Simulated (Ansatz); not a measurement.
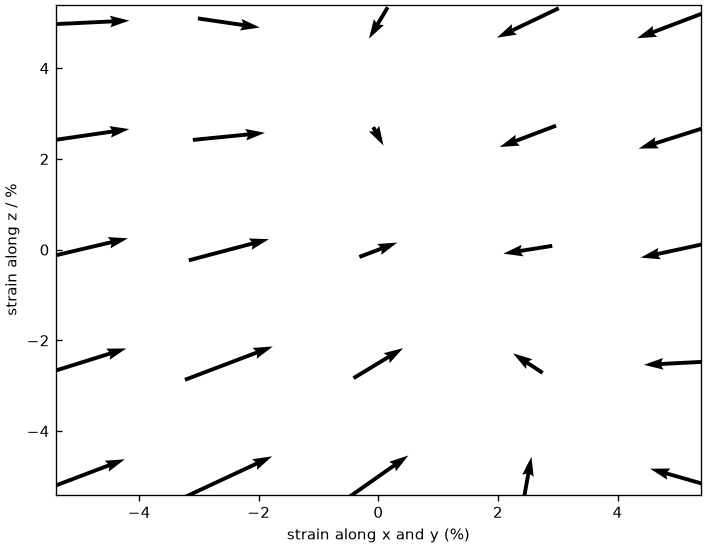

Rh (Fm-3m, No. 225; 1 atom in the cell). The cell is strained homogeneously, by one strain along x and y and another along z, with fractional coordinates fixed (x, y and z along the cube axes). Coordinates scanned: (1) strain along x and y; (2) strain along z. The scan uses a 5 × 5 grid. Points are written as (first, second). The reference cell is the one listed in the database, not relaxed at this level. Method: Ansatz, DFT PBE, scalar-relativistic, plane waves, PAW. Settings: cutoff 420 eV, k-mesh 22×22×22, cold smearing 0.02 eV, no spin polarisation.

Drawn: arrows along the force (downhill), their lengths compressed.

### The arrows alone are given. Where is the energy lowest?

The arrows converge at about (0.7 %, 0.7 %) (read from the interpolated surface).

The energy map of the same scan:

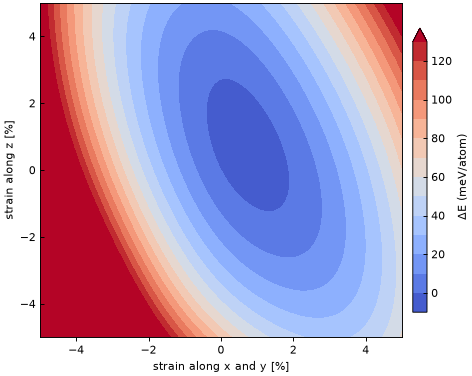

Energies are in meV/atom, from the unstrained cell; between grid points the surface is interpolated.
